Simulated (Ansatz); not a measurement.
**Geometry relaxation of Cs (part 2 of 2)**

Continued. System: Cs (P6/mmm, 2 atoms in the cell). Method: DFT PBE, scalar-relativistic, plane waves, PAW, no spin polarisation (Ansatz 0.2.0); cutoff 420 eV, 3×3×4 k-mesh, Gaussian smearing of 0.1 eV. The structure was made by a generator, so it may or may not be a known phase.

Geometry of the input (Å; fractional positions):
```
7.4051  0.0000  0.0000
-3.7025  6.4130  0.0000
0.0000  0.0000  5.8402
Cs 0.3333  0.6667  0.0000
Cs 0.6667  0.3333  0.0000
```

Log, continued
```
SCF iter   1: F=—  HF=-11341.152454 eV  |F-HF|=—  |Δ(HF+E_count)|=         —  Δρ=1.07e-4  dr2=4.38e-6  ethr=5.62e-8  ⟨swp⟩=4.1  Hψ=1208  notcnv=0
preconditioner: auto → LDOS  [insulator: Δε(μ)=0.121 eV  Ē_g=1.488 eV  σ=0.100 eV  W_gap=0.55  n_scr=26 (ndim 8)  ℏωp=3.0 eV  f_vac=0.146  D(μ)=3.09/eV (n_scr^D=8)  ε∞_Penn≈5.0  β→1.0]
SCF iter   2: F=—  HF=-11341.152479 eV  |F-HF|=—  |Δ(HF+E_count)|=   2.42e-5  Δρ=5.24e-6  dr2=4.43e-8  ethr=2.43e-8  ⟨swp⟩=2.0  Hψ=199  notcnv=0
SCF iter   3: F=—  HF=-11341.152429 eV  |F-HF|=—  |Δ(HF+E_count)|=   4.98e-5  Δρ=7.50e-7  dr2=4.35e-9  ethr=7.11e-12  ⟨swp⟩=7.6  Hψ=649  notcnv=0
SCF iter   4: F=-11341.152429 eV  HF=-11341.152429 eV  |F-HF|=5.60e-10  |Δ(HF+E_count)|=   2.52e-9  Δρ=3.46e-7  dr2=1.26e-9  ethr=7.11e-12  ⟨swp⟩=4.6  Hψ=406  notcnv=0
SCF 6 converged in 4 iterations: F = -11341.152429 eV  dr2 = 1.26e-9
relax step   6: F+E_penalty+E_count = -11341.15242874 eV  Δ(F+E_penalty+E_count) = -2.357e-3 eV  max|allowed force component| = 2.891e-18 eV/Å  Δτ_max = 0.0000 Å  P = +0.125 GPa  Ω = 313.515 Å³  stress off target by 1.66e-1 GPa  SCF on the basis re-selected at this cell (its energy is not comparable with the rows above)  (4 SCF iters)
```

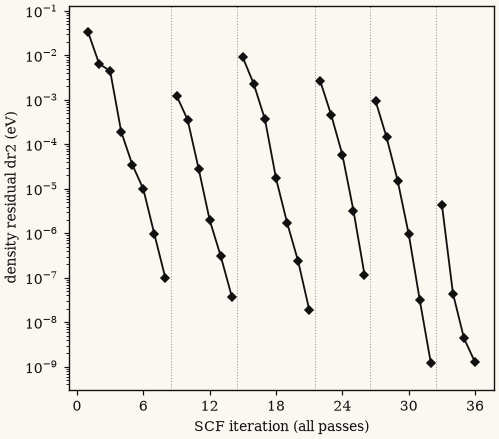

Convergence of the self-consistent field: density residual dr2 against the SCF iteration. The dotted lines part the SCF passes of the relaxation: geometry steps, rejected trials and re-solves on a re-selected basis. The 6 passes take 4 to 8 iterations each, 36 in all.

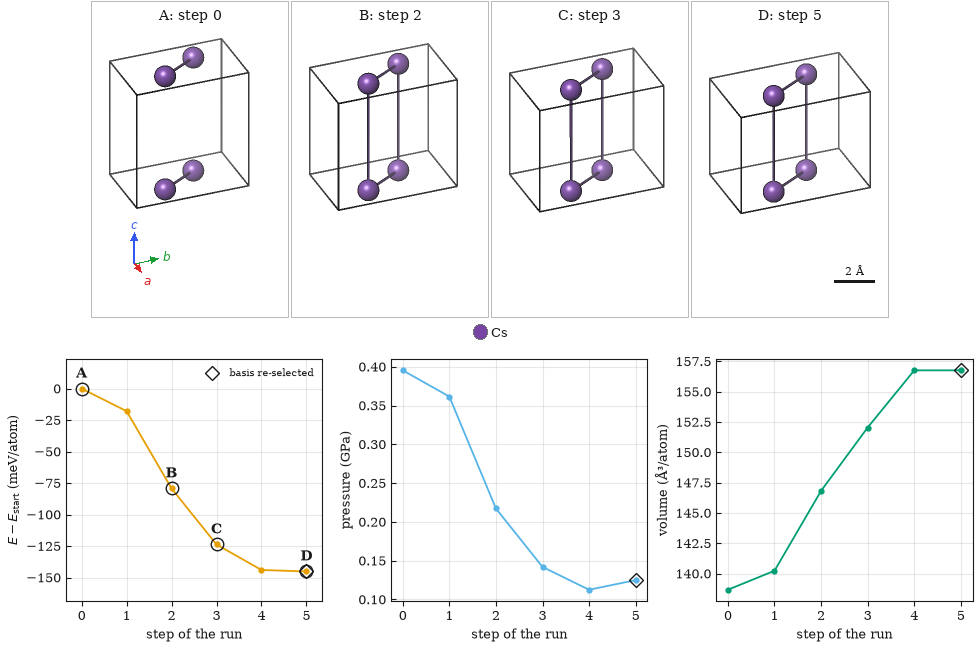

Frames of the relaxation (ball-and-stick view of the cell of the calculation, seen slightly off an axis) above the curves, on which the letters mark them (the first geometry is step 0 here and step 1 in the log).

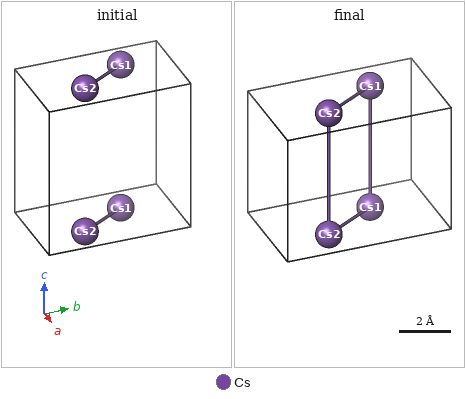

Before (left) and after (right) the relaxation, at one scale (ball-and-stick view of the cell of the calculation, seen slightly off an axis). No atom moves by more than 0.005 Å relative to the cell. Cell: a = b 7.405 → 8.554 Å (+15.5 %), c 5.840 → 4.947 Å (−15.3 %). Volume +13.0 %. Distances before and after: Cs1–Cs1 5.840 → 4.947 Å, Cs1–Cs2 4.275 → 4.939 Å. The space group stays P6/mmm (No. 191). Over 4 geometry steps the energy falls by 144 meV per atom. All forces vanish by symmetry, so only the cell relaxes. The pressure goes from 0.40 to 0.12 GPa. A last SCF at the same geometry on a re-selected plane-wave basis shifts the energy by −1.2 meV per atom. (Atoms are counted from 1 in the order of the input.)

```
basis re-selected at this cell: Δ(F+E_penalty+E_count) = -2.357e-3 eV, ΔP = +0.012 GPa vs the last step (what re-selecting the basis moved, of the pressure what is left beyond the Pulay correction that the steps carried, after the strain that the cell walked since its last selection, with what the two solves' SCF thresholds leave and, on support functions, any second-order correction that the steps lacked; it is no measure of the basis error at this ecutwfc). The dense FFT grid was sized anew with the basis: this SCF ran on 60×60×36 points, the steps before it on 50×50×40, so part of this shift can come from that change (see relax.cell in the input reference). This SCF's stress stands 1.66e-1 GPa from its target on what of the cell is left free (relax.cell.stress_tol is 4.00e-1 GPa) and its largest allowed force component is 2.89e-18 eV/Å (relax.f_tol is 4.00e-2 eV/Å): within both
SCF converged after 4 iterations
Free energy (F): -11341.152429 eV
Harris-Foulkes:  -11341.152429 eV  (|F-HF|=5.60e-10)
Internal energy: -11341.136980 eV  (E = F + TS)
E sigma→0 (E₀):  -11341.144704 eV
Entropy (-TS):   -0.015449 eV (-7.724 meV/atom)
Fermi energy:    1.143642 eV
--- Per-component energies (eV) ---
  E_band       = -208.405702
  E_kinetic    = 281.182309
  E_local      = -987.747827  (includes V_loc(G=0)·N_el)
  E_nonlocal   = 60.580207
  E_hartree    = 363.926002
  E_xc         = -345.352787
  E_vxc        = -248.551158  (∫ρ·V_xc dr)
  E_paw        = -10133.577098  (= ΣΔE_a)
  E_vpaw       = -41.721557  (= ΣTr[D̂ρ^β])
  E_aug_tail   = -0.000003  (compensation charges beyond the density's cutoff)
  E_ewald      = -580.147783
  E_smearing   = -0.015449  (= −TS)
  E_closure    = 0.000000  (closes the sum)
  Σ components = -11341.152429   (vs F -11341.152429, Δ=0.00e0)
--- Forces (eV/Å), atoms counted from 1 ---
  atom   1  Cs    -0.00000000     0.00000000     0.00000000
  atom   2  Cs     0.00000000    -0.00000000     0.00000000
  max |Σ_I F_I| component: 0.00e0 eV/Å
--- Stress (GPa, compression-positive) ---
        0.166405       0.000000       0.000000
        0.000000       0.166405       0.000000
        0.000000       0.000000       0.042162
  P = ⅓ Tr σ = 0.1250 GPa (1.250 kbar)
--- Band table (eV; the first three rows and the last of 9) ---
  k-point 0: bands = ["-23.0030", "-22.9911", "-9.8822", "-9.8822", "-9.7596", "-9.7596", "-9.7072", "-9.6829", "-0.2674", "2.0349", "2.2865", "2.2865", "2.3474"]
  k-point 1: bands = ["-22.9992", "-22.9874", "-9.8714", "-9.8714", "-9.7999", "-9.7697", "-9.7511", "-9.7511", "0.2361", "2.2329", "2.2329", "2.5253", "2.5253"]
  k-point 2: bands = ["-22.9953", "-22.9836", "-9.8891", "-9.8605", "-9.8605", "-9.8534", "-9.7426", "-9.7426", "1.2405", "1.7258", "2.0518", "2.0518", "3.0736"]
  k-point 8: bands = ["-22.9895", "-22.9895", "-9.8742", "-9.8713", "-9.8713", "-9.8022", "-9.8022", "-9.7285", "1.6178", "1.9045", "1.9045", "2.1995", "2.1995"]
--- Relaxed structure (5 steps of the walk, 5 accepted, 1 SCFs on fresh bases) ---
  F+E_penalty+E_count = -11341.15242874 eV   max|allowed force component| = 2.891e-18 eV/Å   (the final SCF, on the basis selected at the relaxed cell)
  cell:  # Å, volume = 313.5151 Å³
    - [8.554072380356592, -3.334675580737839e-9, 0.0]
    - [-4.277036187290382, 7.408043988866967, 0.0]
    - [0.0, 0.0, 4.947456711595006]
  atoms:
    - { symbol: Cs, position: [0.3333333333333332, 0.6666666666666666, 0.0] }
    - { symbol: Cs, position: [0.6666666666666665, 0.3333333333333333, 0.0] }
```

Trajectory as extended XYZ (Å, eV, eV/Å), 6 frames, from step=1 to step=6
```
2
Lattice="7.4051 0.0000 0.0000 -3.7025 6.4130 0.0000 0.0000 0.0000 5.8402" Properties=species:S:1:pos:R:3:forces:R:3 step=1 energy=-11340.86211 pressure_GPa=0.40
Cs    0.0000    4.2753    0.0000    0.0000   0.0000   0.0000
Cs    3.7025    2.1377    0.0000    0.0000   0.0000   0.0000
2
Lattice="7.4925 0.0000 0.0000 -3.7462 6.4887 0.0000 0.0000 0.0000 5.7690" Properties=species:S:1:pos:R:3:forces:R:3 step=2 energy=-11340.89789 pressure_GPa=0.36
Cs    0.0000    4.3258    0.0000    0.0000   0.0000   0.0000
Cs    3.7462    2.1629    0.0000    0.0000   0.0000   0.0000
2
Lattice="7.8468 0.0000 0.0000 -3.9234 6.7956 0.0000 0.0000 0.0000 5.5069" Properties=species:S:1:pos:R:3:forces:R:3 step=3 energy=-11341.02066 pressure_GPa=0.22
Cs    0.0000    4.5304    0.0000    0.0000   0.0000   0.0000
Cs    3.9234    2.2652    0.0000    0.0000   0.0000   0.0000
2
Lattice="8.1982 0.0000 0.0000 -4.0991 7.0998 0.0000 0.0000 0.0000 5.2244" Properties=species:S:1:pos:R:3:forces:R:3 step=4 energy=-11341.10961 pressure_GPa=0.14
Cs    0.0000    4.7332    0.0000    0.0000   0.0000   0.0000
Cs    4.0991    2.3666    0.0000    0.0000   0.0000   0.0000
2
Lattice="8.5541 0.0000 0.0000 -4.2770 7.4080 0.0000 0.0000 0.0000 4.9475" Properties=species:S:1:pos:R:3:forces:R:3 step=5 energy=-11341.15007 pressure_GPa=0.11
Cs    0.0000    4.9387    0.0000    0.0000   0.0000   0.0000
Cs    4.2770    2.4693    0.0000    0.0000   0.0000   0.0000
2
Lattice="8.5541 0.0000 0.0000 -4.2770 7.4080 0.0000 0.0000 0.0000 4.9475" Properties=species:S:1:pos:R:3:forces:R:3 step=6 energy=-11341.15243 pressure_GPa=0.12
Cs    0.0000    4.9387    0.0000    0.0000   0.0000   0.0000
Cs    4.2770    2.4693    0.0000    0.0000   0.0000   0.0000
```

Key numbers

- outcome: converged
- space group (tolerance 0.01 Å): P6/mmm (191)
- electrons treated: 18
- free energy: −11341.1524 eV
- Fermi energy: 1.144 eV
- gap on the k-point mesh: none (metallic)
- pressure: 0.12 GPa
- final volume: 313.52 Å³
- largest force (length of the vector) at the end: under 0.001 eV/Å
- final cell: a = 8.554 Å, b = 8.554 Å, c = 4.947 Å, α = 90.00°, β = 90.00°, γ = 120.00°
- wall time: 14 s
- peak memory: 0.48 GiB
